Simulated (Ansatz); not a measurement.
## Two runs on SnO

System: SnO (slab, 8 atoms in the cell).
Method of the first run: DFT PBE+D3(BJ), scalar-relativistic, plane waves, PAW, PAW set soft_1, no spin polarisation (Ansatz 0.2.0).

The structure derives from a Materials Project entry. Text and figures count atoms from 1; the logs count them from 0 in places.

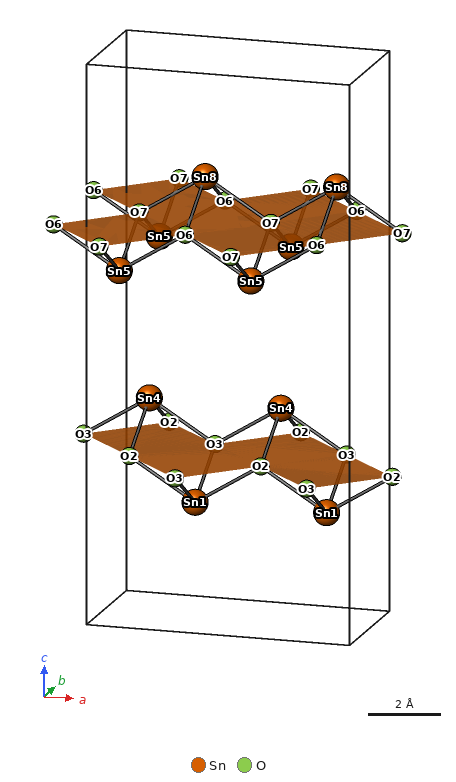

The input geometry (polyhedral view of the 2 × 1 repeat of the cell, with the vacuum cut short, seen slightly off an axis; polyhedra are completed across the faces of the cell; atoms are numbered from 1 in the order of the input).

## Input file, the first run
```yaml
crystal:
  lattice:
    - [3.8201630995, 0.0, 0.0]
    - [0.0, 3.8201630995, 0.0]
    - [0.0, 0.0, 22.2260821294]
  atoms:
    - { symbol: Sn, position: [0.75, 0.25, 0.2024648327] }
    - { symbol: O, position: [0.25, 0.25, 0.2556240231] }
    - { symbol: O, position: [0.75, 0.75, 0.2556240231] }
    - { symbol: Sn, position: [0.25, 0.75, 0.3087832136] }
    - { symbol: Sn, position: [0.25, 1.0, 0.5067488278] }
    - { symbol: O, position: [-0.25, 1.0, 0.5599080182] }
    - { symbol: O, position: [0.25, 1.5, 0.5599080182] }
    - { symbol: Sn, position: [-0.25, 1.5, 0.6130672086] }
basis:
  ecutwfc: 420
kpoints:
  mp_grid: { grid: [7, 7, 1] }
hamiltonian:
  xc: pbe
  pseudopotentials: { kind: paw, azcp: { folder: soft_1 } }
  dispersion: d3bj
scf:
  occupations: { method: gaussian, width: 0.05 }
output:
  forces: true
  eigenvalues: true
efield:
  axis: 3
  dipole_correction: true
  ramp_width: 0.04
```

Command:
```bash
ansatz run input.yaml --threads 2 --pin off --max-ram 6144MiB --backend cpu --events-out ev --progress --plain --runs-dir out
```

Hardware: 2 threads of Arm Neoverse V1, 24 GiB of memory available, shared host.

## Output, shortened to warnings, some set-up lines, iterations and results (the first run)
```
Basis set: ecut = 420 eV, 6355 PW (Γ), exchange–correlation on 54×54×300 points (8 copies of the dense FFT grid, shifted against one another)
Symmetry: 2 space group operations
k-points: 16 of 49 (time reversal used)
Initial density: superposition of atomic densities (neutral atoms: chi_scale 0, normalization atom)
[...]
SCF iter   1: F=—  HF=-26376.218128 eV  |F-HF|=—  |Δ(HF+E_count)|=         —  Δρ=9.27e-2  dr2=3.31e1  ethr=3.10e-3  p=0.000 e·Å  D=2.13e-7 V/Å  ΔV_dip=-0.00 eV  …
SCF iter   2: F=—  HF=-26370.113527 eV  |F-HF|=—  |Δ(HF+E_count)|=    6.10e0  Δρ=6.53e-2  dr2=1.03e1  ethr=3.10e-3  p=0.000 e·Å  D=2.90e-5 V/Å  ΔV_dip=-0.00 eV  …
SCF iter   3: F=—  HF=-26368.177621 eV  |F-HF|=—  |Δ(HF+E_count)|=    1.94e0  Δρ=1.43e-2  dr2=6.20e-1  ethr=3.10e-3  p=-0.000 e·Å  D=-9.68e-6 V/Å  ΔV_dip=0.00 eV  …
SCF iter   4: F=—  HF=-26368.124785 eV  |F-HF|=—  |Δ(HF+E_count)|=   5.28e-2  Δρ=5.71e-3  dr2=1.81e-1  ethr=7.74e-4  p=0.000 e·Å  D=3.29e-5 V/Å  ΔV_dip=-0.00 eV  …
SCF iter   5: F=—  HF=-26368.092924 eV  |F-HF|=—  |Δ(HF+E_count)|=   3.19e-2  Δρ=1.97e-3  dr2=2.05e-2  ethr=2.26e-4  p=-0.000 e·Å  D=-1.20e-5 V/Å  ΔV_dip=0.00 eV  …
SCF iter   6: F=—  HF=-26368.089417 eV  |F-HF|=—  |Δ(HF+E_count)|=   3.51e-3  Δρ=3.65e-4  dr2=2.48e-3  ethr=2.56e-5  p=0.000 e·Å  D=2.56e-5 V/Å  ΔV_dip=-0.00 eV  …
SCF iter   7: F=—  HF=-26368.089254 eV  |F-HF|=—  |Δ(HF+E_count)|=   1.63e-4  Δρ=3.63e-4  dr2=6.76e-4  ethr=3.10e-6  p=-0.000 e·Å  D=-7.88e-6 V/Å  ΔV_dip=0.00 eV  …
SCF iter   8: F=—  HF=-26368.089112 eV  |F-HF|=—  |Δ(HF+E_count)|=   1.42e-4  Δρ=7.47e-5  dr2=2.46e-5  ethr=8.45e-7  p=0.000 e·Å  D=1.33e-5 V/Å  ΔV_dip=-0.00 eV  …
SCF iter   9: F=—  HF=-26368.088885 eV  |F-HF|=—  |Δ(HF+E_count)|=   2.28e-4  Δρ=4.73e-5  dr2=7.99e-6  ethr=3.08e-8  p=-0.000 e·Å  D=-1.49e-5 V/Å  ΔV_dip=0.00 eV  …
SCF iter  10: F=—  HF=-26368.088883 eV  |F-HF|=—  |Δ(HF+E_count)|=   1.50e-6  Δρ=7.13e-6  dr2=1.77e-7  ethr=9.99e-9  p=0.000 e·Å  D=6.41e-8 V/Å  ΔV_dip=-0.00 eV  …
SCF iter  11: F=-26368.088883 eV  HF=-26368.088883 eV  |F-HF|=4.51e-9  |Δ(HF+E_count)|=   3.47e-8  Δρ=2.00e-6  dr2=1.05e-8  ethr=1.25e-10  p=0.000 e·Å  D=1.52e-6 V/Å  …
SCF 1 converged in 11 iterations: F = -26368.088883 eV  dr2 = 1.05e-8
SCF converged after 11 iterations
Free energy (F): -26368.088883 eV
Harris-Foulkes:  -26368.088883 eV  (|F-HF|=4.51e-9)
Internal energy: -26368.088883 eV  (E = F + TS)
E sigma→0 (E₀):  -26368.088883 eV
Fermi energy:    2.277987 eV
Dipole field:    D = -0.000007 V/Å  (p = -0.000012 e·Å, saw-weighted, corrected)
Work function:   Φ+ = 3.8859 eV   Φ− = 3.8857 eV
Levels:          The Fermi level and band energies are counted from a zero that moves with the ramp; work functions are not
--- Per-component energies (eV) ---
  E_band       = -990.096165
  E_kinetic    = 1341.818641
  E_local      = -38556.082848  (includes V_loc(G=0)·N_el)
  E_nonlocal   = 790.009502
  E_hartree    = 18790.365238
  E_xc         = -788.074896
  E_vxc        = -683.381613  (∫ρ·V_xc dr)
  E_paw        = -18126.172087  (= ΣΔE_a)
  E_vpaw       = -1463.196490  (= ΣTr[D̂ρ^β])
  E_aug_tail   = 0.004189  (compensation charges beyond the density's cutoff)
  E_efield     = 0.000000  (sawtooth field / dipole correction)
  E_vefield    = 0.000000  (∫n·V_field dr)
  E_ewald      = 10181.265282
  E_disp       = -1.221903  (pairwise vdW)
  E_smearing   = -0.000000  (= −TS)
  E_closure    = -0.000000  (closes the sum)
  Σ components = -26368.088883   (vs F -26368.088883, Δ=0.00e0)
--- Forces (eV/Å), atoms counted from 1 ---
  atom   1  Sn     0.00000000    -0.00314031     0.01200942
  atom   2  O      0.00000000    -0.01544638     0.00216708
  atom   3  O      0.00000000     0.00603551     0.00233369
  atom   4  Sn     0.00000000    -0.01682284     0.01533542
  atom   5  Sn     0.00000000     0.01682219    -0.01537997
  atom   6  O      0.00000000    -0.00603515    -0.00231890
  atom   7  O      0.00000000     0.01544642    -0.00215308
  atom   8  Sn     0.00000000     0.00314038    -0.01199366
  max |Σ_I F_I| component: 1.74e-7 eV/Å
```

For the second run the input was changed thus:
```diff
-    - { symbol: Sn, position: [0.25, 1.0, 0.5067488278] }
-    - { symbol: O, position: [-0.25, 1.0, 0.5599080182] }
-    - { symbol: O, position: [0.25, 1.5, 0.5599080182] }
-    - { symbol: Sn, position: [-0.25, 1.5, 0.6130672086] }
+    - { symbol: Sn, position: [0.25, 1.125, 0.5067488278] }
+    - { symbol: O, position: [-0.25, 1.125, 0.5599080182] }
+    - { symbol: O, position: [0.25, 1.625, 0.5599080182] }
+    - { symbol: Sn, position: [-0.25, 1.625, 0.6130672086] }
```

Predict how the results change.

With the same functional and potentials, the second run lies 1.5 meV per atom lower. The largest force goes from 0.023 to 0.043 eV/Å. The number of SCF iterations is the same.

## Output, shortened to warnings, some set-up lines, iterations and results (the second run)
```
Basis set: ecut = 420 eV, 6355 PW (Γ), exchange–correlation on 54×54×300 points (8 copies of the dense FFT grid, shifted against one another)
Symmetry: 2 space group operations
k-points: 16 of 49 (time reversal used)
Initial density: superposition of atomic densities (neutral atoms: chi_scale 0, normalization atom)
[...]
SCF iter   1: F=—  HF=-26376.222992 eV  |F-HF|=—  |Δ(HF+E_count)|=         —  Δρ=9.27e-2  dr2=3.31e1  ethr=3.10e-3  p=0.000 e·Å  D=2.13e-7 V/Å  ΔV_dip=-0.00 eV  …
SCF iter   2: F=—  HF=-26370.126508 eV  |F-HF|=—  |Δ(HF+E_count)|=    6.10e0  Δρ=6.53e-2  dr2=1.03e1  ethr=3.10e-3  p=0.000 e·Å  D=1.71e-5 V/Å  ΔV_dip=-0.00 eV  …
SCF iter   3: F=—  HF=-26368.189228 eV  |F-HF|=—  |Δ(HF+E_count)|=    1.94e0  Δρ=1.43e-2  dr2=6.18e-1  ethr=3.10e-3  p=-0.000 e·Å  D=-3.20e-6 V/Å  ΔV_dip=0.00 eV  …
SCF iter   4: F=—  HF=-26368.136828 eV  |F-HF|=—  |Δ(HF+E_count)|=   5.24e-2  Δρ=5.72e-3  dr2=1.81e-1  ethr=7.73e-4  p=0.000 e·Å  D=5.24e-5 V/Å  ΔV_dip=-0.00 eV  …
SCF iter   5: F=—  HF=-26368.105114 eV  |F-HF|=—  |Δ(HF+E_count)|=   3.17e-2  Δρ=1.92e-3  dr2=1.95e-2  ethr=2.27e-4  p=-0.000 e·Å  D=-1.55e-5 V/Å  ΔV_dip=0.00 eV  …
SCF iter   6: F=—  HF=-26368.101853 eV  |F-HF|=—  |Δ(HF+E_count)|=   3.26e-3  Δρ=3.64e-4  dr2=2.67e-3  ethr=2.43e-5  p=0.000 e·Å  D=4.31e-5 V/Å  ΔV_dip=-0.00 eV  …
SCF iter   7: F=—  HF=-26368.101625 eV  |F-HF|=—  |Δ(HF+E_count)|=   2.28e-4  Δρ=3.43e-4  dr2=6.13e-4  ethr=3.34e-6  p=-0.000 e·Å  D=-1.54e-5 V/Å  ΔV_dip=0.00 eV  …
SCF iter   8: F=—  HF=-26368.101502 eV  |F-HF|=—  |Δ(HF+E_count)|=   1.22e-4  Δρ=7.87e-5  dr2=2.82e-5  ethr=7.66e-7  p=0.000 e·Å  D=2.59e-5 V/Å  ΔV_dip=-0.00 eV  …
SCF iter   9: F=—  HF=-26368.101277 eV  |F-HF|=—  |Δ(HF+E_count)|=   2.25e-4  Δρ=4.66e-5  dr2=8.10e-6  ethr=3.53e-8  p=-0.000 e·Å  D=-2.77e-5 V/Å  ΔV_dip=0.00 eV  …
SCF iter  10: F=—  HF=-26368.101276 eV  |F-HF|=—  |Δ(HF+E_count)|=   1.51e-6  Δρ=6.20e-6  dr2=1.20e-7  ethr=1.01e-8  p=-0.000 e·Å  D=-1.64e-7 V/Å  ΔV_dip=0.00 eV  …
SCF iter  11: F=-26368.101276 eV  HF=-26368.101276 eV  |F-HF|=1.03e-8  |Δ(HF+E_count)|=   6.00e-8  Δρ=2.50e-6  dr2=1.73e-8  ethr=1.25e-10  p=0.000 e·Å  D=1.90e-6 V/Å  …
SCF 1 converged in 11 iterations: F = -26368.101276 eV  dr2 = 1.73e-8
SCF converged after 11 iterations
Free energy (F): -26368.101276 eV
Harris-Foulkes:  -26368.101276 eV  (|F-HF|=1.03e-8)
Internal energy: -26368.101276 eV  (E = F + TS)
E sigma→0 (E₀):  -26368.101276 eV
Fermi energy:    2.276180 eV
Dipole field:    D = -0.000009 V/Å  (p = -0.000016 e·Å, saw-weighted, corrected)
Work function:   Φ+ = 3.8836 eV   Φ− = 3.8834 eV
Levels:          The Fermi level and band energies are counted from a zero that moves with the ramp; work functions are not
--- Per-component energies (eV) ---
  E_band       = -990.385840
  E_kinetic    = 1341.742779
  E_local      = -38554.209690  (includes V_loc(G=0)·N_el)
  E_nonlocal   = 789.996007
  E_hartree    = 18789.314007
  E_xc         = -788.033911
  E_vxc        = -683.328955  (∫ρ·V_xc dr)
  E_paw        = -18126.188963  (= ΣΔE_a)
  E_vpaw       = -1463.221901  (= ΣTr[D̂ρ^β])
  E_aug_tail   = 0.004184  (compensation charges beyond the density's cutoff)
  E_efield     = 0.000000  (sawtooth field / dipole correction)
  E_vefield    = 0.000000  (∫n·V_field dr)
  E_ewald      = 10180.496626
  E_disp       = -1.222315  (pairwise vdW)
  E_smearing   = -0.000000  (= −TS)
  E_closure    = -0.000000  (closes the sum)
  Σ components = -26368.101276   (vs F -26368.101276, Δ=0.00e0)
--- Forces (eV/Å), atoms counted from 1 ---
  atom   1  Sn     0.00000000    -0.00215312     0.01284569
  atom   2  O      0.00000000    -0.01058177     0.00469593
  atom   3  O      0.00000000     0.00413243     0.00494803
  atom   4  Sn     0.00000000    -0.01139147     0.04121374
  atom   5  Sn     0.00000000     0.01139091    -0.04127297
  atom   6  O      0.00000000    -0.00413222    -0.00492964
  atom   7  O      0.00000000     0.01058159    -0.00467743
  atom   8  Sn     0.00000000     0.00215323    -0.01282500
  max |Σ_I F_I| component: 1.65e-6 eV/Å
```

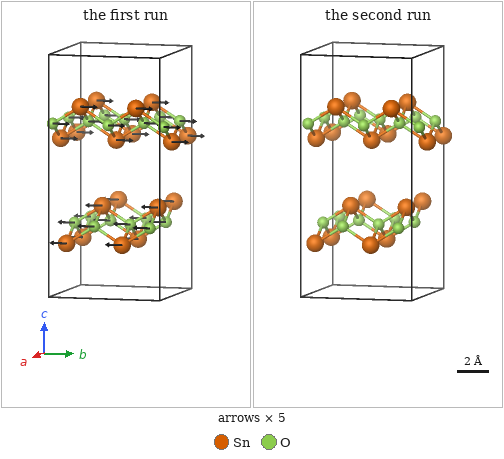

The two input geometries at one scale (ball-and-stick view of the 2 × 2 repeat of the cell, with the vacuum cut short, seen slightly off an axis). The black arrows on the first give the shifts of the atoms relative to the cell, magnified 5 times. The largest moves, 0.24 Å, are those of Sn and O atoms. Largest moves by element: Sn 0.24 Å, O 0.24 Å. The cell doesn't change.

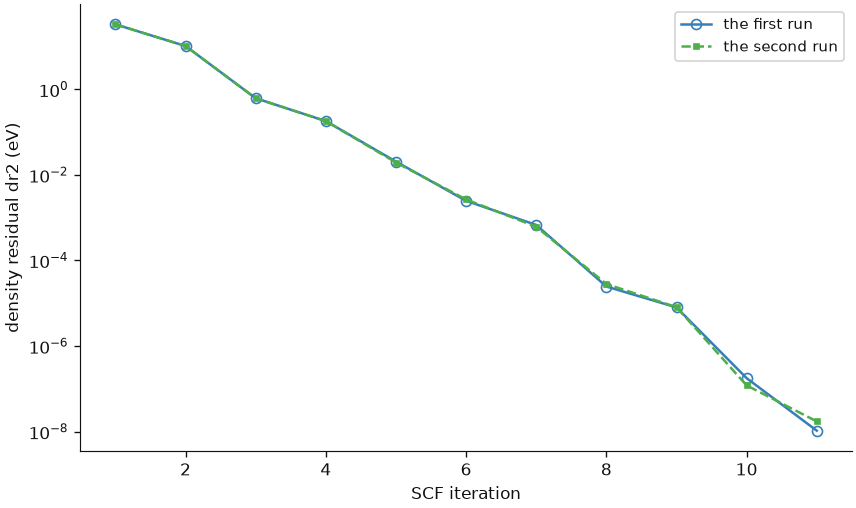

Convergence of the two runs: density residual dr2 against the SCF iteration. The first run takes 11 iterations in all, and the second run takes 11.

## The two runs side by side

| quantity | the first run | the second run |
| --- | --- | --- |
| outcome | converged | converged |
| free energy per atom (eV) | −3296.0111 | −3296.0127 |
| gap on the mesh (eV) | 2.59 | 2.61 |
| work function (eV) | 3.89 | 3.88 |
| largest force (eV/Å) | 0.023 | 0.043 |
| SCF iterations | 11 | 11 |
| irreducible k-points | 16 | 16 |
| plane waves at Γ | 6355 | 6355 |
| wall time (shared host) | 17 s | 17 s |
